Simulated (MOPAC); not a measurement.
## C$_{3}$H$_{6}$O$_{2}$: geometry relaxation (part 1 of 2)

- system: C$_{3}$H$_{6}$O$_{2}$, SMILES CCC(=O)O
- method: PM3, closed shell (MOPAC 23.2.5)

The atoms were displaced at random from an optimised geometry.

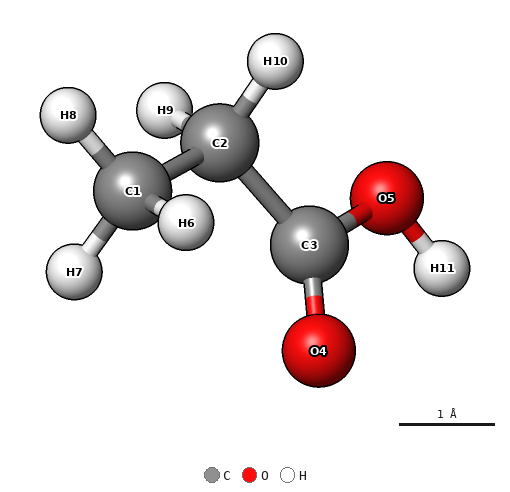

Figure 1. The input geometry (ball-and-stick view, seen at a tilt; atoms are numbered from 1 in the order of the input).

**Input file (c3h6o2.mop)**
```
PM3 GRADIENTS DISP GNORM=0.05 PRECISE CYCLES=300 THREADS=1 AUX(PRECISION=6)
C3H6O2
CCC(=O)O
C     -0.788702 +1     1.122153 +1     0.541432 +1
C      0.350551 +1     0.108858 +1     0.485236 +1
C      0.237226 +1    -0.791653 +1    -0.720166 +1
O     -0.625056 +1    -0.794761 +1    -1.540496 +1
O      1.241283 +1    -1.692627 +1    -0.718393 +1
H     -1.764993 +1     0.637082 +1     0.607926 +1
H     -0.814429 +1     1.768744 +1    -0.347282 +1
H     -0.665081 +1     1.766728 +1     1.413534 +1
H      1.320065 +1     0.614698 +1     0.433867 +1
H      0.384951 +1    -0.508441 +1     1.378889 +1
H      1.126238 +1    -2.239137 +1    -1.524255 +1
```

Run as:
```bash
mopac c3h6o2.mop
```

**What the program printed**
```
MOPAC v23.2.5
PM3 CALCULATION RESULTS

 *  PM3        - The PM3 Hamiltonian to be used
 *  PRECISE    - TIGHTER CRITERIA TO BE USED
 *  THREADS=1  - MULTI-THREADING NOT USED
 *  CYCLES=    - DO A MAXIMUM OF 300 STEPS
 *  GNORM      - EXIT WHEN GRADIENT NORM DROPS BELOW 0.050
 *  AUX        - OUTPUT AUXILIARY INFORMATION
 *  GRADIENTS  - ALL GRADIENTS TO BE PRINTED
 *  DISP       - PRINT DISPERSION AND HYDROGEN BOND ENERGIES
PM3 GRADIENTS DISP GNORM=0.05 PRECISE CYCLES=300 THREADS=1 AUX(PRECISION=6)
 C3H6O2
 CCC(=O)O
   ATOM   CHEMICAL          X               Y               Z
  NUMBER   SYMBOL      (ANGSTROMS)     (ANGSTROMS)     (ANGSTROMS)

     1       C         -0.78870200  *   1.12215300  *   0.54143200  *
     2       C          0.35055100  *   0.10885800  *   0.48523600  *
     3       C          0.23722600  *  -0.79165300  *  -0.72016600  *
     4       O         -0.62505600  *  -0.79476100  *  -1.54049600  *
     5       O          1.24128300  *  -1.69262700  *  -0.71839300  *
     6       H         -1.76499300  *   0.63708200  *   0.60792600  *
     7       H         -0.81442900  *   1.76874400  *  -0.34728200  *
     8       H         -0.66508100  *   1.76672800  *   1.41353400  *
     9       H          1.32006500  *   0.61469800  *   0.43386700  *
    10       H          0.38495100  *  -0.50844100  *   1.37888900  *
    11       H          1.12623800  *  -2.23913700  *  -1.52425500  *

          CARTESIAN COORDINATES

    NO.       ATOM           X           Y           Z

     1         C         -0.7887      1.1222      0.5414
     2         C          0.3506      0.1089      0.4852
     3         C          0.2372     -0.7917     -0.7202
     4         O         -0.6251     -0.7948     -1.5405
     5         O          1.2413     -1.6926     -0.7184
     6         H         -1.7650      0.6371      0.6079
     7         H         -0.8144      1.7687     -0.3473
     8         H         -0.6651      1.7667      1.4135
     9         H          1.3201      0.6147      0.4339
    10         H          0.3850     -0.5084      1.3789
    11         H          1.1262     -2.2391     -1.5243

           Empirical Formula: C3 H6 O2  =    11 atoms

      MOLECULAR POINT GROUP   :   Cs

      RHF CALCULATION, NO. OF DOUBLY OCCUPIED LEVELS = 15

          Geometry optimization using EF

          DIAGONAL MATRIX USED AS START HESSIAN
```

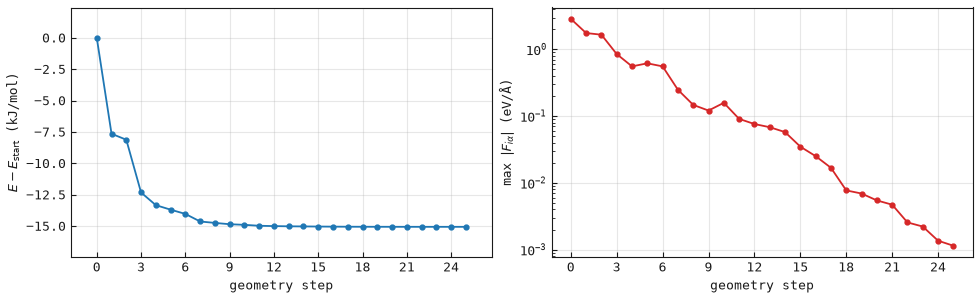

Figure 2. Progress of the relaxation, step by step (steps are counted from 0).

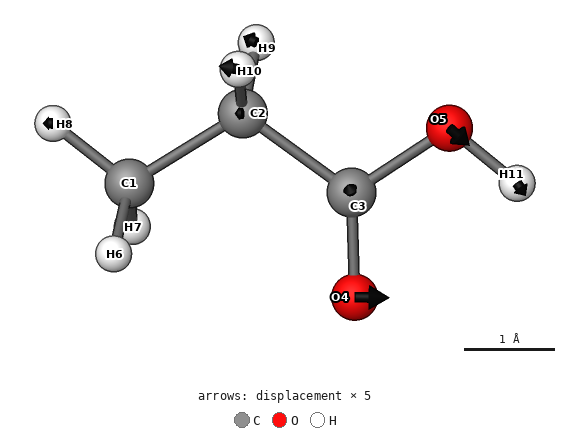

Figure 3. The starting structure with the displacements as black arrows, magnified 5 times (ball-and-stick view, seen at a tilt). The two geometries are laid on each other by the best rigid fit. The largest move after the best rigid fit is that of O4, 0.079 Å. Largest moves by element: O 0.079 Å, H 0.047 Å, C 0.026 Å. Distances before and after: O5–H11 0.980 → 0.952 Å, C3–O4 1.190 → 1.217 Å, C2–H10 1.087 → 1.109 Å, C1–C2 1.526 → 1.511 Å. Among the angles that change: O4–C3–O5 122.6° → 115.2°, C2–C3–O5 110.0° → 114.4°, C3–O5–H11 106.5° → 109.8°. The energy falls by 15.1 kJ/mol in 25 geometry steps. Largest force component: 2.9 eV/Å at the start, 0.0011 eV/Å at the end. (Atoms are counted from 1 in the order of the input.)

```
 CYCLE:     1 TIME:   0.000 TIME LEFT:  2.00D  GRAD.:   124.076 HEAT: -102.7793
 CYCLE:     2 TIME:   0.008 TIME LEFT:  2.00D  GRAD.:    76.916 HEAT: -104.6080
 CYCLE:     3 TIME:   0.000 TIME LEFT:  2.00D  GRAD.:    80.087 HEAT: -104.7210
 CYCLE:     4 TIME:   0.008 TIME LEFT:  2.00D  GRAD.:    46.578 HEAT: -105.7261
 CYCLE:     5 TIME:   0.000 TIME LEFT:  2.00D  GRAD.:    29.361 HEAT: -105.9670
 CYCLE:     6 TIME:   0.008 TIME LEFT:  2.00D  GRAD.:    28.585 HEAT: -106.0530
 CYCLE:     7 TIME:   0.000 TIME LEFT:  2.00D  GRAD.:    24.879 HEAT: -106.1340
 CYCLE:     8 TIME:   0.000 TIME LEFT:  2.00D  GRAD.:    11.969 HEAT: -106.2782
 CYCLE:     9 TIME:   0.008 TIME LEFT:  2.00D  GRAD.:     8.024 HEAT: -106.3053
 CYCLE:    10 TIME:   0.000 TIME LEFT:  2.00D  GRAD.:     5.748 HEAT: -106.3302
 CYCLE:    11 TIME:   0.008 TIME LEFT:  2.00D  GRAD.:     6.821 HEAT: -106.3419
 CYCLE:    12 TIME:   0.000 TIME LEFT:  2.00D  GRAD.:     3.591 HEAT: -106.3596
 CYCLE:    13 TIME:   0.000 TIME LEFT:  2.00D  GRAD.:     4.205 HEAT: -106.3658
 CYCLE:    14 TIME:   0.008 TIME LEFT:  2.00D  GRAD.:     3.146 HEAT: -106.3701
 CYCLE:    15 TIME:   0.000 TIME LEFT:  2.00D  GRAD.:     2.778 HEAT: -106.3724
 CYCLE:    16 TIME:   0.000 TIME LEFT:  2.00D  GRAD.:     1.922 HEAT: -106.3745
 CYCLE:    17 TIME:   0.000 TIME LEFT:  2.00D  GRAD.:     1.154 HEAT: -106.3766
 CYCLE:    18 TIME:   0.008 TIME LEFT:  2.00D  GRAD.:     0.767 HEAT: -106.3779
 CYCLE:    19 TIME:   0.000 TIME LEFT:  2.00D  GRAD.:     0.454 HEAT: -106.3788
 CYCLE:    20 TIME:   0.000 TIME LEFT:  2.00D  GRAD.:     0.387 HEAT: -106.3791
 CYCLE:    21 TIME:   0.008 TIME LEFT:  2.00D  GRAD.:     0.369 HEAT: -106.3795
 CYCLE:    22 TIME:   0.000 TIME LEFT:  2.00D  GRAD.:     0.275 HEAT: -106.3797
 CYCLE:    23 TIME:   0.000 TIME LEFT:  2.00D  GRAD.:     0.156 HEAT: -106.3799
 CYCLE:    24 TIME:   0.000 TIME LEFT:  2.00D  GRAD.:     0.097 HEAT: -106.3799
 CYCLE:    25 TIME:   0.008 TIME LEFT:  2.00D  GRAD.:     0.063 HEAT: -106.3799
 CYCLE:    26 TIME:   0.000 TIME LEFT:  2.00D  GRAD.:     0.047 HEAT: -106.3799

     GRADIENT =  0.04721 IS LESS THAN CUTOFF =  0.05000

 -------------------------------------------------------------------------------
 PM3 GRADIENTS DISP GNORM=0.05 PRECISE CYCLES=300 THREADS=1 AUX(PRECISION=6)
 C3H6O2
 CCC(=O)O

     GEOMETRY OPTIMISED USING EIGENVECTOR FOLLOWING (EF).
     SCF FIELD WAS ACHIEVED

                              PM3 CALCULATION

          FINAL HEAT OF FORMATION =       -106.37992 KCAL/MOL =    -445.09360 KJ/MOL

          TOTAL ENERGY            =     -23899.49564 KCAL/MOL = ELECTRONIC ENERGY + CORE-CORE REPULSION
          ENERGY OF ATOMS         =      23793.11571 KCAL/MOL
                              SUM =       -106.37992 KCAL/MOL
          DISPERSION ENERGY       =          0.00000 KCAL/MOL
                              SUM =       -106.37992 KCAL/MOL = FINAL HEAT OF FORMATION

          TOTAL ENERGY            =      -1036.38022 EV
          ELECTRONIC ENERGY       =      -3379.01854 EV
          CORE-CORE REPULSION     =       2342.63832 EV
          COSMO AREA              =        110.48 SQUARE ANGSTROMS
          COSMO VOLUME            =         94.96 CUBIC ANGSTROMS

          GRADIENT NORM           =          0.04721          =       0.01423 PER ATOM
          IONIZATION POTENTIAL    =         11.350085 EV
          HOMO LUMO ENERGIES (EV) =        -11.350  0.970
          NO. OF FILLED LEVELS    =         15
          MOLECULAR WEIGHT        =         74.0792         POINT GROUP:  Cs

          MOLECULAR DIMENSIONS (Angstroms)

            Atom       Atom       Distance
            H    11    H     8     5.32762
            H     6    H     9     2.87830
            H    10    H     7     2.79040

          SCF CALCULATIONS        =         33

          WALL-CLOCK TIME         =      0.086 SECONDS
          COMPUTATION TIME        =      0.084 SECONDS

       FINAL  POINT  AND  DERIVATIVES

   PARAMETER     ATOM    TYPE            VALUE        GRADIENT
      1          1  C    CARTESIAN X    -0.786599      0.006178  KCAL/ANGSTROM
      2          1  C    CARTESIAN Y     1.139444     -0.004897  KCAL/ANGSTROM
      3          1  C    CARTESIAN Z     0.558404      0.007168  KCAL/ANGSTROM
      4          2  C    CARTESIAN X     0.339737     -0.013374  KCAL/ANGSTROM
      5          2  C    CARTESIAN Y     0.133490     -0.008425  KCAL/ANGSTROM
      6          2  C    CARTESIAN Z     0.499456      0.001633  KCAL/ANGSTROM
      7          3  C    CARTESIAN X     0.236529     -0.002874  KCAL/ANGSTROM
      8          3  C    CARTESIAN Y    -0.790157     -0.006350  KCAL/ANGSTROM
      9          3  C    CARTESIAN Z    -0.685681     -0.004320  KCAL/ANGSTROM
     10          4  O    CARTESIAN X    -0.593600      0.009276  KCAL/ANGSTROM
     11          4  O    CARTESIAN Y    -0.842705      0.002807  KCAL/ANGSTROM
     12          4  O    CARTESIAN Z    -1.574666      0.005610  KCAL/ANGSTROM
     13          5  O    CARTESIAN X     1.232065      0.006847  KCAL/ANGSTROM
     14          5  O    CARTESIAN Y    -1.708138      0.000385  KCAL/ANGSTROM
     15          5  O    CARTESIAN Z    -0.769558     -0.002295  KCAL/ANGSTROM
     16          6  H    CARTESIAN X    -1.766966     -0.010316  KCAL/ANGSTROM
     17          6  H    CARTESIAN Y     0.650699      0.008024  KCAL/ANGSTROM
     18          6  H    CARTESIAN Z     0.631353     -0.001998  KCAL/ANGSTROM
     19          7  H    CARTESIAN X    -0.808246      0.000530  KCAL/ANGSTROM
     20          7  H    CARTESIAN Y     1.780418      0.009879  KCAL/ANGSTROM
     21          7  H    CARTESIAN Z    -0.332676     -0.001519  KCAL/ANGSTROM
     22          8  H    CARTESIAN X    -0.676792      0.017406  KCAL/ANGSTROM
     23          8  H    CARTESIAN Y     1.792977      0.000464  KCAL/ANGSTROM
     24          8  H    CARTESIAN Z     1.433356      0.005235  KCAL/ANGSTROM
     25          9  H    CARTESIAN X     1.319105     -0.026372  KCAL/ANGSTROM
     26          9  H    CARTESIAN Y     0.651834      0.001562  KCAL/ANGSTROM
     27          9  H    CARTESIAN Z     0.458710     -0.014138  KCAL/ANGSTROM
     28         10  H    CARTESIAN X     0.360346      0.004494  KCAL/ANGSTROM
     29         10  H    CARTESIAN Y    -0.478705     -0.001978  KCAL/ANGSTROM
     30         10  H    CARTESIAN Z     1.423758      0.000091  KCAL/ANGSTROM
     31         11  H    CARTESIAN X     1.103179      0.008205  KCAL/ANGSTROM
     32         11  H    CARTESIAN Y    -2.254613     -0.001470  KCAL/ANGSTROM
     33         11  H    CARTESIAN Z    -1.538553      0.004532  KCAL/ANGSTROM

   ATOM   CHEMICAL          X               Y               Z
  NUMBER   SYMBOL      (ANGSTROMS)     (ANGSTROMS)     (ANGSTROMS)

     1       C         -0.78659949  *   1.13944395  *   0.55840404  *
     2       C          0.33973664  *   0.13349046  *   0.49945621  *
     3       C          0.23652949  *  -0.79015729  *  -0.68568084  *
     4       O         -0.59359982  *  -0.84270544  *  -1.57466586  *
     5       O          1.23206545  *  -1.70813838  *  -0.76955807  *
     6       H         -1.76696618  *   0.65069904  *   0.63135310  *
     7       H         -0.80824645  *   1.78041772  *  -0.33267564  *
     8       H         -0.67679174  *   1.79297678  *   1.43335571  *
     9       H          1.31910542  *   0.65183402  *   0.45871031  *
    10       H          0.36034629  *  -0.47870538  *   1.42375786  *
    11       H          1.10317852  *  -2.25461263  *  -1.53855304  *

                             CARTESIAN COORDINATES

   1    C       -0.786599495     1.139443947     0.558404039
   2    C        0.339736638     0.133490460     0.499456213
   3    C        0.236529491    -0.790157290    -0.685680839
   4    O       -0.593599819    -0.842705437    -1.574665860
   5    O        1.232065455    -1.708138376    -0.769558069
   6    H       -1.766966184     0.650699038     0.631353101
   7    H       -0.808246451     1.780417724    -0.332675640
   8    H       -0.676791744     1.792976776     1.433355706
   9    H        1.319105424     0.651834016     0.458710314
  10    H        0.360346290    -0.478705380     1.423757859
  11    H        1.103178517    -2.254612633    -1.538553038

           Empirical Formula: C3 H6 O2  =    11 atoms

      MOLECULAR POINT GROUP   :   Cs

                  EIGENVALUES
 -40.36093 -35.61108 -34.04891 -25.05629 -20.38619 -18.34745 -17.47895 -16.77379
 -14.74222 -14.70798 -14.29145 -13.07317 -12.41772 -12.12765 -11.35009   0.96982
   1.96119   3.36787   3.47724   3.52758   3.98681   4.33130   4.36901   4.44287
   5.10365   6.95491

              NET ATOMIC CHARGES AND DIPOLE CONTRIBUTIONS

  ATOM NO.   TYPE          CHARGE      No. of ELECS.   s-Pop       p-Pop
    1          C          -0.105839        4.1058     1.13468     2.97116
    2          C          -0.088122        4.0881     1.14830     2.93983
    3          C           0.375793        3.6242     1.19472     2.42949
    4          O          -0.393761        6.3938     1.86710     4.52666
    5          O          -0.314871        6.3149     1.79360     4.52127
    6          H           0.052029        0.9480     0.94797
    7          H           0.052036        0.9480     0.94796
    8          H           0.042636        0.9574     0.95736
    9          H           0.076550        0.9235     0.92345
   10          H           0.076589        0.9234     0.92341
   11          H           0.226961        0.7730     0.77304
 DIPOLE           X         Y         Z       TOTAL
 POINT-CHG.     0.980     0.696     1.792     2.158
 HYBRID         0.009    -0.301    -0.345     0.457
 SUM            0.989     0.395     1.448     1.797

          ATOMIC ORBITAL ELECTRON POPULATIONS

     Atom    s        px        py        pz
    1  C   1.13468   0.97387   0.97882   1.01847
    2  C   1.14830   1.00883   0.97302   0.95798
    3  C   1.19472   0.78703   0.79553   0.84693
    4  O   1.86710   1.45252   1.69968   1.37446
    5  O   1.79360   1.52439   1.46523   1.53166
    6  H   0.94797
    7  H   0.94796
    8  H   0.95736
    9  H   0.92345
   10  H   0.92341
   11  H   0.77304

 *                    *
 * JOB ENDED NORMALLY *
 *                    *

 TOTAL JOB TIME:             0.09 SECONDS

 == MOPAC DONE ==
```

**Trajectory as extended XYZ (Å, eV, eV/Å), 26 frames, from step=0 to step=25**
```
11
Properties=species:S:1:pos:R:3:forces:R:3 step=0 energy=-4.45693
C    -0.7887    1.1222    0.5414    0.4953  -0.1933  -0.0270
C     0.3506    0.1089    0.4852   -0.6578   0.7734  -0.5094
C     0.2372   -0.7917   -0.7202    1.3387   0.7753   2.8660
O    -0.6251   -0.7948   -1.5405   -1.5526  -0.4862  -2.2851
O     1.2413   -1.6926   -0.7184   -0.2500  -1.3171  -2.1091
H    -1.7650    0.6371    0.6079   -0.1373  -0.1041   0.0554
H    -0.8144    1.7687   -0.3473    0.0619  -0.0459   0.0180
H    -0.6651    1.7667    1.4135   -0.0427   0.1248   0.1579
H     1.3201    0.6147    0.4339    0.3781   0.3389   0.0322
H     0.3850   -0.5084    1.3789   -0.1011  -0.3394   0.6526
H     1.1262   -2.2391   -1.5243    0.4677   0.4735   1.1485
11
Properties=species:S:1:pos:R:3:forces:R:3 step=1 energy=-4.53623
C    -0.7860    1.1212    0.5425    0.1281   0.0528  -0.0274
C     0.3454    0.1175    0.4834   -0.1406   0.5234   0.3621
C     0.2486   -0.7840   -0.6873   -1.7403  -0.2201  -1.5508
O    -0.6343   -0.7998   -1.5600    1.7562  -0.3248   1.1747
O     1.2418   -1.7024   -0.7331   -0.2220  -0.0465  -0.4401
H    -1.7662    0.6361    0.6087   -0.0450  -0.0598   0.0480
H    -0.8142    1.7684   -0.3469    0.0514  -0.0491   0.0369
H    -0.6660    1.7683    1.4154   -0.0391   0.0882   0.1168
H     1.3227    0.6185    0.4353    0.2585   0.2973   0.0498
H     0.3841   -0.5108    1.3866   -0.1008  -0.0575   0.3365
H     1.1306   -2.2346   -1.5109    0.0936  -0.2038  -0.1064
11
Properties=species:S:1:pos:R:3:forces:R:3 step=2 energy=-4.54113
C    -0.7840    1.1223    0.5402   -0.2923   0.3633   0.3497
C     0.3391    0.1337    0.4949    0.4129  -0.6245   0.0199
C     0.2341   -0.7820   -0.6953    0.8006  -0.1919   0.8809
O    -0.6158   -0.8079   -1.5506   -0.4752  -0.2642  -0.8866
O     1.2388   -1.7123   -0.7544   -0.2349   1.4548   1.4031
H    -1.7679    0.6349    0.6085    0.0706   0.0108   0.0329
H    -0.8130    1.7675   -0.3460    0.0458   0.0263  -0.0474
H    -0.6678    1.7713    1.4204   -0.0926   0.0057  -0.0590
H     1.3270    0.6266    0.4409    0.0465   0.1806   0.0795
H     0.3811   -0.5140    1.4055   -0.1095   0.2791  -0.1147
H     1.1345   -2.2352   -1.4980   -0.1718  -1.2400  -1.6583
11
Properties=species:S:1:pos:R:3:forces:R:3 step=3 energy=-4.58472
C    -0.7822    1.1282    0.5471   -0.2861   0.0389   0.0309
C     0.3423    0.1326    0.4957    0.2278  -0.4202   0.1624
C     0.2270   -0.7869   -0.6906    0.6824   0.0649   0.7271
O    -0.6086   -0.8185   -1.5614   -0.5141  -0.2098  -0.7649
O     1.2324   -1.6991   -0.7481   -0.1859  -0.5124  -0.8509
H    -1.7672    0.6344    0.6114    0.1616   0.0791   0.0419
H    -0.8114    1.7671   -0.3466    0.0430   0.0047   0.0383
H    -0.6678    1.7731    1.4217   -0.0605   0.1260   0.0986
H     1.3309    0.6335    0.4416   -0.0638   0.0700   0.0687
H     0.3796   -0.5120    1.4117   -0.0738   0.3239  -0.1896
H     1.1335   -2.2556   -1.5330    0.0695   0.4347   0.6377
11
Properties=species:S:1:pos:R:3:forces:R:3 step=4 energy=-4.59516
C    -0.7878    1.1348    0.5464    0.2594  -0.3533   0.1602
C     0.3480    0.1240    0.5056   -0.2403   0.4290  -0.5563
C     0.2331   -0.7880   -0.6857   -0.3927   0.0723  -0.2454
O    -0.6114   -0.8231   -1.5680    0.3881  -0.0992   0.2448
O     1.2300   -1.6978   -0.7548    0.1106  -0.2806  -0.2584
H    -1.7646    0.6374    0.6123    0.0059   0.0260   0.0414
H    -0.8110    1.7679   -0.3469    0.0507   0.0530  -0.0431
H    -0.6687    1.7771    1.4230   -0.0745   0.1264   0.0655
H     1.3296    0.6363    0.4438   -0.0219   0.0559   0.0835
H     0.3787   -0.5013    1.4038   -0.0530  -0.1137   0.4206
H     1.1331   -2.2527   -1.5248   -0.0321   0.0842   0.0871
11
Properties=species:S:1:pos:R:3:forces:R:3 step=5 energy=-4.59889
C    -0.7882    1.1315    0.5553    0.2768   0.0878  -0.3540
C     0.3462    0.1282    0.4903   -0.1298   0.1046   0.6182
C     0.2325   -0.7858   -0.6838   -0.2183  -0.2285  -0.5572
O    -0.6074   -0.8251   -1.5692    0.2931  -0.0942   0.1879
O     1.2294   -1.7032   -0.7568    0.0491   0.1316   0.1884
H    -1.7634    0.6404    0.6135   -0.1068  -0.0527   0.0799
H    -0.8097    1.7703   -0.3489    0.0171  -0.1168   0.2660
H    -0.6708    1.7824    1.4267   -0.0475   0.0569   0.0540
H     1.3282    0.6388    0.4518    0.0059   0.0717  -0.0029
H     0.3765   -0.4981    1.4176   -0.0423   0.2098  -0.2023
H     1.1326   -2.2500   -1.5216   -0.0973  -0.1702  -0.2780
```
